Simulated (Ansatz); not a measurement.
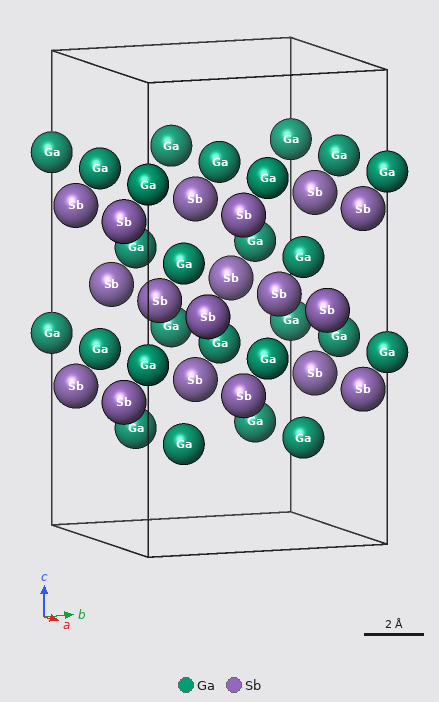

Fig. 1: The structure as given in the input (spheres-only view of the 2 × 2 repeat of the cell, with the vacuum cut short, seen slightly off an axis). An atom can appear more than once, as a periodic image.

**Geometry relaxation, with input and output: Ga$_{4}$Sb$_{3}$ (part 1 of 2)**

System: Ga$_{4}$Sb$_{3}$ (slab, 7 atoms in the cell).
Method: DFT PBE, scalar-relativistic, plane waves, PAW, no spin polarisation (Ansatz 0.2.0).

The structure derives from an entry of the Crystallography Open Database. It belongs to a series of runs on one base structure; here: (1 0 0) slab, atoms relaxed.

The program's output
```
Engine: ansatz 0.2.0, x86_64-unknown-linux-gnu
Pseudopotentials: kind: paw
Pseudopotential: Ga, paw, valence charge 13, recommended cutoff 420 eV (normal), Ga.paw.azcp
Pseudopotential: Sb, paw, valence charge 15, recommended cutoff 420 eV (normal), Sb.paw.azcp
Functional definition: PBE
  parameter kappa = 0.804
  parameter beta = 0.06672455060314922
  exchange = pbe_x(kappa = kappa, mu = beta*pi^2/3)
  correlation = pbe_c(beta = beta)
Crystal: 7 atoms, lattice volume = 469.534 Å³
Basis set: ecut = 420 eV, 9233 PW (Γ), exchange–correlation on 60×60×360 points (8 copies of the dense FFT grid, shifted against one another)
Bands: 59, of which v1, the nominal top of the filled ones, is band 49 counted from 1 (48 counted from 0)
Symmetry: 4 space group operations
k-points: 25 of 64
Non-local potential: Ga, projectors of the file, l = 0: 2, l = 1: 2, l = 2: 3, l = 3: 1
Non-local potential: Sb, projectors of the file, l = 0: 2, l = 1: 2, l = 2: 2, l = 3: 2
PAW form: soft (Blöchl's): semilocal exchange-correlation on the pseudo side does not see the compensation charge
PAW one-centre angular grid: Ga, 590 points (default); XC on 64 Gauss nodes
PAW one-centre angular grid: Sb, 590 points (default); XC on 64 Gauss nodes
Initial density: superposition of atomic densities (neutral atoms: chi_scale 0, normalization atom), corrected by the library's trained network
Initial wavefunctions: pseudopotential atomic-orbital guess
Functional: x = pbe(κ = 0.804, μ = 0.2195149727645171), c = pbe(β = 0.06672455060314922)
SCF iter   1: F=—  HF=-34583.948096 eV  |F-HF|=—  |Δ(HF+E_count)|=         —  Δρ=2.30e-3  dr2=9.60e-2  ethr=1.77e-3  p=0.000 e·Å  D=1.05e-13 V/Å  ΔV_dip=-0.00 eV  dr2_dipole=3.18e-9  V_vac-E_F(+/−)=4.29/4.29 eV  ⟨swp⟩=7.0  Hψ=5834  notcnv=0  defer=2
efield: sawtooth ramp at fractional position 0.9800 (placed from the atoms, in the widest stretch of the axis that holds none; the zero of the levels goes with the place), width 0.0400; the density the first Hamiltonian is built on has a dipole p = 0.000 e·Å; the dipole correction subtracts the counter field D = 1.05e-13 V/Å, which shifts the + side's vacuum level by -0.00 eV against the − side's; the planar-averaged density in the ramp window peaks in size at 7.4e-6 e/Å³
preconditioner: auto → LDOS  [metal: Δε(μ)=0.032 eV  Ē_g=13.492 eV  σ=0.100 eV  W_gap=0.18  n_scr=80 (ndim 8)  ℏωp=14.0 eV  f_vac=0.510  D(μ)=5.04/eV (n_scr^D=10)  β→1.0]
SCF iter   2: F=—  HF=-34583.941318 eV  |F-HF|=—  |Δ(HF+E_count)|=   6.78e-3  Δρ=1.32e-3  dr2=1.76e-2  ethr=9.89e-5  p=0.000 e·Å  D=2.27e-5 V/Å  ΔV_dip=-0.00 eV  dr2_dipole=1.96e-8  V_vac-E_F(+/−)=4.35/4.35 eV  ⟨swp⟩=2.6  Hψ=2610  notcnv=0  defer=70
SCF iter   3: F=—  HF=-34583.945312 eV  |F-HF|=—  |Δ(HF+E_count)|=   3.99e-3  Δρ=1.35e-3  dr2=8.63e-3  ethr=1.81e-5  p=0.000 e·Å  D=1.35e-5 V/Å  ΔV_dip=-0.00 eV  dr2_dipole=9.34e-7  V_vac-E_F(+/−)=4.37/4.37 eV  ⟨swp⟩=2.0  Hψ=2221  notcnv=0  defer=70
SCF iter   4: F=—  HF=-34583.940043 eV  |F-HF|=—  |Δ(HF+E_count)|=   5.27e-3  Δρ=3.67e-4  dr2=2.30e-3  ethr=8.89e-6  p=0.000 e·Å  D=1.44e-5 V/Å  ΔV_dip=-0.00 eV  dr2_dipole=1.73e-7  V_vac-E_F(+/−)=4.37/4.37 eV  ⟨swp⟩=2.0  Hψ=2216  notcnv=0  defer=70
SCF iter   5: F=—  HF=-34583.939792 eV  |F-HF|=—  |Δ(HF+E_count)|=   2.52e-4  Δρ=1.71e-4  dr2=8.24e-4  ethr=2.37e-6  p=0.000 e·Å  D=1.12e-5 V/Å  ΔV_dip=-0.00 eV  dr2_dipole=7.84e-8  V_vac-E_F(+/−)=4.38/4.38 eV  ⟨swp⟩=2.0  Hψ=2209  notcnv=0  defer=70
SCF iter   6: F=—  HF=-34583.939658 eV  |F-HF|=—  |Δ(HF+E_count)|=   1.33e-4  Δρ=6.89e-5  dr2=6.79e-5  ethr=8.50e-7  p=0.000 e·Å  D=6.33e-6 V/Å  ΔV_dip=-0.00 eV  dr2_dipole=4.14e-9  V_vac-E_F(+/−)=4.38/4.38 eV  ⟨swp⟩=2.0  Hψ=1629  notcnv=0  defer=70
SCF iter   7: F=—  HF=-34583.939671 eV  |F-HF|=—  |Δ(HF+E_count)|=   1.25e-5  Δρ=4.45e-5  dr2=2.68e-5  ethr=7.00e-8  p=0.000 e·Å  D=3.38e-6 V/Å  ΔV_dip=-0.00 eV  dr2_dipole=1.12e-9  V_vac-E_F(+/−)=4.38/4.38 eV  ⟨swp⟩=2.0  Hψ=2488  notcnv=0  defer=71
iter 8 did not close the SCF: its close was put off until two iterations running show no level that it waits for move by more than its bar (scf_convergence_deferred on its scf_iter line)
SCF iter   8: F=-34583.939668 eV  HF=-34583.939669 eV  |F-HF|=3.95e-7  |Δ(HF+E_count)|=   2.11e-6  Δρ=1.23e-5  dr2=1.30e-6  ethr=1.03e-8  p=0.000 e·Å  D=1.97e-6 V/Å  ΔV_dip=-0.00 eV  dr2_dipole=1.45e-11  V_vac-E_F(+/−)=4.39/4.39 eV  ⟨swp⟩=18.2  Hψ=14037  notcnv=0
SCF iter   9: F=-34583.939669 eV  HF=-34583.939669 eV  |F-HF|=2.65e-7  |Δ(HF+E_count)|=   4.55e-7  Δρ=6.87e-6  dr2=2.35e-7  ethr=1.34e-9  p=0.000 e·Å  D=1.05e-6 V/Å  ΔV_dip=-0.00 eV  dr2_dipole=9.20e-11  V_vac-E_F(+/−)=4.39/4.39 eV  ⟨swp⟩=9.5  Hψ=11524  notcnv=0
SCF 1 converged in 9 iterations: F = -34583.939669 eV  dr2 = 2.35e-7
  greatest PAW one-centre occupation: 0.996 electrons in one spin orbital (limit 2), on the Sb atom at site 1 (counted from 0), in its partial waves of l = 2
relax step   1: F+E_penalty+E_count = -34583.93966888 eV  Δ(F+E_penalty+E_count) = +0.000e0 eV  max|allowed force component| = 6.577e-1 eV/Å  Δτ_max = 0.0000 Å  (9 SCF iters, dr2 threshold 1.00e-5 eV, accepted)
Initial density: handed on by an earlier stage of this run
Initial wavefunctions: those handed on with the density
iter 1 solved again at ethr=1.29e-4 eV; its pass at ethr=3.10e-3 eV (dr2=1.25e-1 eV) is discarded
SCF iter   1: F=—  HF=-34584.051295 eV  |F-HF|=—  |Δ(HF+E_count)|=         —  Δρ=3.18e-3  dr2=1.25e-1  ethr=1.29e-4  p=0.000 e·Å  D=1.05e-6 V/Å  ΔV_dip=-0.00 eV  dr2_dipole=3.20e-12  V_vac-E_F(+/−)=4.54/4.54 eV  ⟨swp⟩=1.0  Hψ=4788  notcnv=0  defer=67
efield: sawtooth ramp at fractional position 0.9800 (handed on by an earlier solve), width 0.0400; the density the first Hamiltonian is built on has a dipole p = 0.000 e·Å; the dipole correction subtracts the counter field D = 1.05e-6 V/Å, which shifts the + side's vacuum level by -0.00 eV against the − side's; the planar-averaged density in the ramp window peaks in size at 3.2e-6 e/Å³
preconditioner: auto → LDOS  [metal: Δε(μ)=0.031 eV  Ē_g=13.373 eV  σ=0.100 eV  W_gap=0.17  n_scr=80 (ndim 8)  ℏωp=14.0 eV  f_vac=0.508  D(μ)=5.04/eV (n_scr^D=10)  β→1.0]
SCF iter   2: F=—  HF=-34584.039743 eV  |F-HF|=—  |Δ(HF+E_count)|=   1.16e-2  Δρ=9.51e-4  dr2=3.00e-2  ethr=1.29e-4  p=0.000 e·Å  D=1.70e-5 V/Å  ΔV_dip=-0.00 eV  dr2_dipole=6.93e-8  V_vac-E_F(+/−)=4.46/4.46 eV  ⟨swp⟩=2.0  Hψ=1626  notcnv=0  defer=67
SCF iter   3: F=—  HF=-34584.037987 eV  |F-HF|=—  |Δ(HF+E_count)|=   1.76e-3  Δρ=6.74e-4  dr2=7.49e-3  ethr=3.10e-5  p=-0.000 e·Å  D=-4.93e-7 V/Å  ΔV_dip=0.00 eV  dr2_dipole=1.50e-7  V_vac-E_F(+/−)=4.41/4.41 eV  ⟨swp⟩=3.0  Hψ=2191  notcnv=0  defer=67
SCF iter   4: F=—  HF=-34584.037210 eV  |F-HF|=—  |Δ(HF+E_count)|=   7.77e-4  Δρ=4.46e-4  dr2=1.97e-3  ethr=7.72e-6  p=0.000 e·Å  D=6.73e-7 V/Å  ΔV_dip=-0.00 eV  dr2_dipole=1.19e-7  V_vac-E_F(+/−)=4.38/4.38 eV  ⟨swp⟩=2.0  Hψ=2299  notcnv=0  defer=88
SCF iter   5: F=—  HF=-34584.036485 eV  |F-HF|=—  |Δ(HF+E_count)|=   7.25e-4  Δρ=1.75e-4  dr2=1.79e-4  ethr=2.03e-6  p=0.000 e·Å  D=1.55e-7 V/Å  ΔV_dip=-0.00 eV  dr2_dipole=8.25e-9  V_vac-E_F(+/−)=4.37/4.37 eV  ⟨swp⟩=2.0  Hψ=2243  notcnv=0  defer=94
SCF iter   6: F=—  HF=-34584.036450 eV  |F-HF|=—  |Δ(HF+E_count)|=   3.49e-5  Δρ=5.56e-5  dr2=3.31e-5  ethr=1.85e-7  p=-0.000 e·Å  D=-2.85e-9 V/Å  ΔV_dip=0.00 eV  dr2_dipole=1.47e-9  V_vac-E_F(+/−)=4.37/4.37 eV  ⟨swp⟩=2.0  Hψ=2224  notcnv=0  defer=94
SCF iter   7: F=-34584.036463 eV  HF=-34584.036461 eV  |F-HF|=1.25e-6  |Δ(HF+E_count)|=   1.12e-5  Δρ=1.91e-5  dr2=2.38e-6  ethr=2.79e-8  p=0.000 e·Å  D=5.92e-7 V/Å  ΔV_dip=-0.00 eV  dr2_dipole=8.43e-11  V_vac-E_F(+/−)=4.37/4.37 eV  ⟨swp⟩=18.9  Hψ=15262  notcnv=0
SCF 2 converged in 7 iterations: F = -34584.036463 eV  dr2 = 2.38e-6
  greatest PAW one-centre occupation: 0.995 electrons in one spin orbital (limit 2), on the Sb atom at site 1 (counted from 0), in its partial waves of l = 2
relax step   2: F+E_penalty+E_count = -34584.03646259 eV  Δ(F+E_penalty+E_count) = -9.679e-2 eV  max|allowed force component| = 2.393e-1 eV/Å  Δτ_max = 0.1906 Å  (7 SCF iters, dr2 threshold 2.70e-5 eV, accepted)
SCF iter   1: F=—  HF=-34584.047547 eV  |F-HF|=—  |Δ(HF+E_count)|=         —  Δρ=1.27e-3  dr2=3.88e-3  ethr=7.76e-5  p=0.000 e·Å  D=5.92e-7 V/Å  ΔV_dip=-0.00 eV  dr2_dipole=4.76e-11  V_vac-E_F(+/−)=4.35/4.35 eV  ⟨swp⟩=3.0  Hψ=2524  notcnv=0  defer=88
efield: sawtooth ramp at fractional position 0.9800 (handed on by an earlier solve), width 0.0400; the density the first Hamiltonian is built on has a dipole p = 0.000 e·Å; the dipole correction subtracts the counter field D = 5.92e-7 V/Å, which shifts the + side's vacuum level by -0.00 eV against the − side's; the planar-averaged density in the ramp window peaks in size at 1.7e-6 e/Å³
preconditioner: auto → LDOS  [metal: Δε(μ)=0.034 eV  Ē_g=13.390 eV  σ=0.100 eV  W_gap=0.19  n_scr=80 (ndim 8)  ℏωp=14.0 eV  f_vac=0.508  D(μ)=4.79/eV (n_scr^D=10)  β→1.0]
SCF iter   2: F=—  HF=-34584.047364 eV  |F-HF|=—  |Δ(HF+E_count)|=   1.82e-4  Δρ=1.94e-4  dr2=5.21e-4  ethr=4.00e-6  p=0.000 e·Å  D=1.44e-6 V/Å  ΔV_dip=-0.00 eV  dr2_dipole=8.46e-10  V_vac-E_F(+/−)=4.36/4.36 eV  ⟨swp⟩=2.4  Hψ=2547  notcnv=0  defer=82
SCF iter   3: F=—  HF=-34584.047368 eV  |F-HF|=—  |Δ(HF+E_count)|=   3.69e-6  Δρ=1.38e-4  dr2=2.20e-4  ethr=5.37e-7  p=0.000 e·Å  D=1.67e-6 V/Å  ΔV_dip=-0.00 eV  dr2_dipole=1.27e-9  V_vac-E_F(+/−)=4.36/4.36 eV  ⟨swp⟩=2.0  Hψ=2484  notcnv=0  defer=82
SCF iter   4: F=—  HF=-34584.047343 eV  |F-HF|=—  |Δ(HF+E_count)|=   2.49e-5  Δρ=8.34e-5  dr2=1.06e-4  ethr=2.27e-7  p=0.000 e·Å  D=1.79e-6 V/Å  ΔV_dip=-0.00 eV  dr2_dipole=1.16e-9  V_vac-E_F(+/−)=4.36/4.36 eV  ⟨swp⟩=2.0  Hψ=2476  notcnv=0  defer=82
SCF iter   5: F=—  HF=-34584.047319 eV  |F-HF|=—  |Δ(HF+E_count)|=   2.41e-5  Δρ=4.03e-5  dr2=2.75e-5  ethr=1.09e-7  p=0.000 e·Å  D=1.46e-6 V/Å  ΔV_dip=-0.00 eV  dr2_dipole=1.95e-10  V_vac-E_F(+/−)=4.37/4.37 eV  ⟨swp⟩=2.0  Hψ=2194  notcnv=0  defer=82
SCF iter   6: F=—  HF=-34584.047314 eV  |F-HF|=—  |Δ(HF+E_count)|=   4.72e-6  Δρ=1.18e-5  dr2=3.97e-6  ethr=2.83e-8  p=0.000 e·Å  D=1.27e-6 V/Å  ΔV_dip=-0.00 eV  dr2_dipole=1.73e-10  V_vac-E_F(+/−)=4.37/4.37 eV  ⟨swp⟩=2.6  Hψ=2234  notcnv=0  defer=82
SCF iter   7: F=-34584.047314 eV  HF=-34584.047314 eV  |F-HF|=8.33e-8  |Δ(HF+E_count)|=   9.33e-8  Δρ=4.04e-6  dr2=1.19e-7  ethr=3.69e-9  p=0.000 e·Å  D=8.65e-7 V/Å  ΔV_dip=-0.00 eV  dr2_dipole=2.65e-10  V_vac-E_F(+/−)=4.37/4.37 eV  ⟨swp⟩=18.4  Hψ=12502  notcnv=0
SCF 3 converged in 7 iterations: F = -34584.047314 eV  dr2 = 1.19e-7
  greatest PAW one-centre occupation: 0.995 electrons in one spin orbital (limit 2), on the Sb atom at site 5 (counted from 0), in its partial waves of l = 2
relax step   3: F+E_penalty+E_count = -34584.04731438 eV  Δ(F+E_penalty+E_count) = -1.085e-2 eV  max|allowed force component| = 8.528e-2 eV/Å  Δτ_max = 0.0430 Å  (7 SCF iters, dr2 threshold 3.58e-6 eV, accepted)
SCF iter   1: F=—  HF=-34584.048804 eV  |F-HF|=—  |Δ(HF+E_count)|=         —  Δρ=4.29e-4  dr2=9.11e-4  ethr=7.16e-6  p=0.000 e·Å  D=8.65e-7 V/Å  ΔV_dip=-0.00 eV  dr2_dipole=1.50e-10  V_vac-E_F(+/−)=4.36/4.36 eV  ⟨swp⟩=2.0  Hψ=2418  notcnv=0  defer=82
efield: sawtooth ramp at fractional position 0.9800 (handed on by an earlier solve), width 0.0400; the density the first Hamiltonian is built on has a dipole p = 0.000 e·Å; the dipole correction subtracts the counter field D = 8.65e-7 V/Å, which shifts the + side's vacuum level by -0.00 eV against the − side's; the planar-averaged density in the ramp window peaks in size at 4.6e-6 e/Å³
preconditioner: auto → LDOS  [metal: Δε(μ)=0.035 eV  Ē_g=13.395 eV  σ=0.100 eV  W_gap=0.19  n_scr=80 (ndim 8)  ℏωp=14.0 eV  f_vac=0.509  D(μ)=4.77/eV (n_scr^D=10)  β→1.0]
SCF iter   2: F=—  HF=-34584.048750 eV  |F-HF|=—  |Δ(HF+E_count)|=   5.39e-5  Δρ=6.44e-5  dr2=1.18e-4  ethr=9.39e-7  p=0.000 e·Å  D=9.93e-7 V/Å  ΔV_dip=-0.00 eV  dr2_dipole=1.89e-9  V_vac-E_F(+/−)=4.37/4.37 eV  ⟨swp⟩=1.1  Hψ=1703  notcnv=0  defer=82
SCF iter   3: F=—  HF=-34584.048750 eV  |F-HF|=—  |Δ(HF+E_count)|=   2.29e-7  Δρ=4.20e-5  dr2=2.11e-5  ethr=1.21e-7  p=0.000 e·Å  D=1.17e-7 V/Å  ΔV_dip=-0.00 eV  dr2_dipole=3.31e-10  V_vac-E_F(+/−)=4.37/4.37 eV  ⟨swp⟩=2.9  Hψ=2429  notcnv=0  defer=82
SCF iter   4: F=—  HF=-34584.048749 eV  |F-HF|=—  |Δ(HF+E_count)|=   5.39e-7  Δρ=3.18e-5  dr2=1.51e-5  ethr=2.18e-8  p=0.000 e·Å  D=2.67e-7 V/Å  ΔV_dip=-0.00 eV  dr2_dipole=9.72e-11  V_vac-E_F(+/−)=4.37/4.37 eV  ⟨swp⟩=2.0  Hψ=2486  notcnv=0  defer=82
SCF iter   5: F=—  HF=-34584.048746 eV  |F-HF|=—  |Δ(HF+E_count)|=   3.71e-6  Δρ=1.03e-5  dr2=1.17e-6  ethr=1.55e-8  p=0.000 e·Å  D=2.14e-8 V/Å  ΔV_dip=-0.00 eV  dr2_dipole=1.36e-11  V_vac-E_F(+/−)=4.37/4.37 eV  ⟨swp⟩=2.0  Hψ=2046  notcnv=0  defer=82
SCF iter   6: F=-34584.048746 eV  HF=-34584.048746 eV  |F-HF|=2.28e-8  |Δ(HF+E_count)|=   8.41e-8  Δρ=5.26e-6  dr2=1.76e-7  ethr=9.52e-10  p=-0.000 e·Å  D=-6.04e-8 V/Å  ΔV_dip=0.00 eV  dr2_dipole=1.75e-11  V_vac-E_F(+/−)=4.37/4.37 eV  ⟨swp⟩=17.0  Hψ=11913  notcnv=0
SCF 4 converged in 6 iterations: F = -34584.048746 eV  dr2 = 1.76e-7
relax step   4: F+E_penalty+E_count = -34584.04874555 eV  Δ(F+E_penalty+E_count) = -1.431e-3 eV  max|allowed force component| = 2.021e-3 eV/Å  Δτ_max = 0.0151 Å  (6 SCF iters, dr2 threshold 9.24e-7 eV, accepted)
iter 1 solved again at ethr=1.81e-10 eV; its pass at ethr=3.10e-3 eV (dr2=1.76e-7 eV) is discarded
SCF iter   1: F=—  HF=-34584.048774 eV  |F-HF|=—  |Δ(HF+E_count)|=         —  Δρ=5.30e-6  dr2=1.75e-7  ethr=1.81e-10  p=-0.000 e·Å  D=-6.04e-8 V/Å  ΔV_dip=0.00 eV  dr2_dipole=2.27e-11  V_vac-E_F(+/−)=4.37/4.37 eV  ⟨swp⟩=1.0  Hψ=3600  notcnv=0
efield: sawtooth ramp at fractional position 0.9800 (handed on by an earlier solve), width 0.0400; the density the first Hamiltonian is built on has a dipole p = -0.000 e·Å; the dipole correction subtracts the counter field D = -6.04e-8 V/Å, which shifts the + side's vacuum level by +0.00 eV against the − side's; the planar-averaged density in the ramp window peaks in size at 4.6e-6 e/Å³
preconditioner: auto → LDOS  [metal: Δε(μ)=0.035 eV  Ē_g=13.394 eV  σ=0.100 eV  W_gap=0.19  n_scr=80 (ndim 8)  ℏωp=14.0 eV  f_vac=0.509  D(μ)=4.81/eV (n_scr^D=10)  β→1.0]
SCF iter   2: F=—  HF=-34584.048746 eV  |F-HF|=—  |Δ(HF+E_count)|=   2.88e-5  Δρ=4.89e-6  dr2=1.37e-7  ethr=1.81e-10  p=-0.000 e·Å  D=-7.36e-8 V/Å  ΔV_dip=0.00 eV  dr2_dipole=7.79e-12  V_vac-E_F(+/−)=4.37/4.37 eV  ⟨swp⟩=2.0  Hψ=2485  notcnv=0
SCF iter   3: F=-34584.048746 eV  HF=-34584.048746 eV  |F-HF|=4.35e-8  |Δ(HF+E_count)|=   3.84e-8  Δρ=1.78e-6  dr2=4.46e-8  ethr=1.03e-10  p=-0.000 e·Å  D=-7.39e-8 V/Å  ΔV_dip=0.00 eV  dr2_dipole=3.63e-12  V_vac-E_F(+/−)=4.37/4.37 eV  ⟨swp⟩=8.0  Hψ=10121  notcnv=0
SCF 5 converged in 3 iterations: F = -34584.048746 eV  dr2 = 4.46e-8
relax step   5: F+E_penalty+E_count = -34584.04874562 eV  Δ(F+E_penalty+E_count) = -6.490e-8 eV  max|allowed force component| = 2.004e-3 eV/Å  Δτ_max = 0.0000 Å  (3 SCF iters, accepted)
```

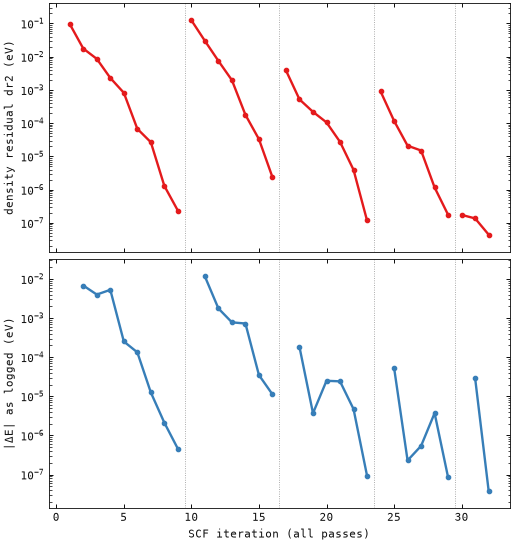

Fig. 2: Convergence of the self-consistent field: density residual dr2 and size of the energy change against the SCF iteration. The dotted lines part the SCF passes of the relaxation: geometry steps, rejected trials and re-solves on a re-selected basis. The 5 passes take 3 to 9 iterations each, 32 in all.

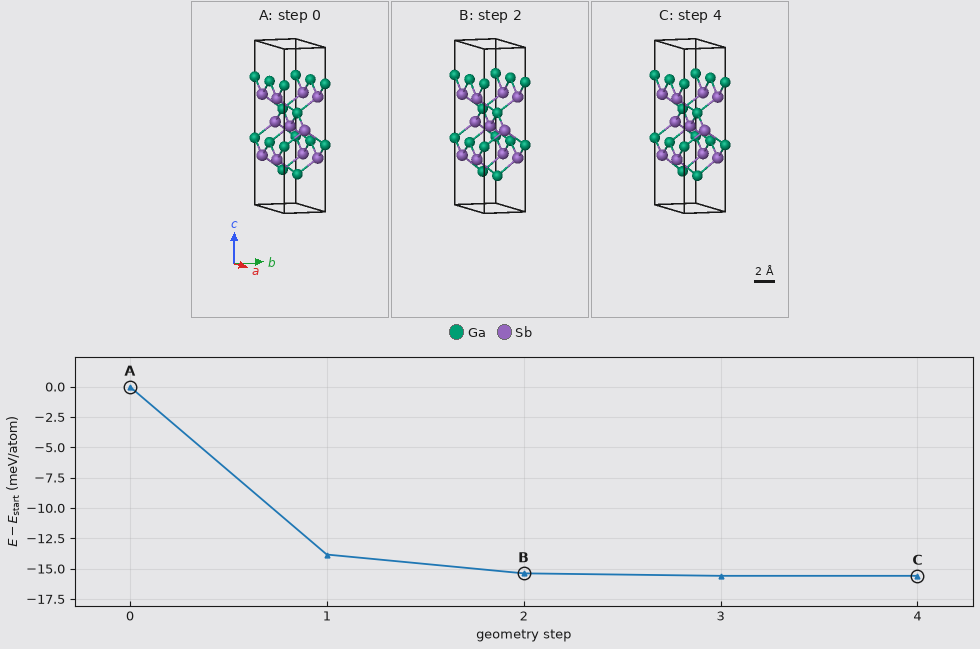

Fig. 3: Frames of the relaxation (ball-and-stick view of the 2 × 1 repeat of the cell, with the vacuum cut short, seen slightly off an axis) above the curves, on which the letters mark them (the first geometry is step 0 here and step 1 in the log).
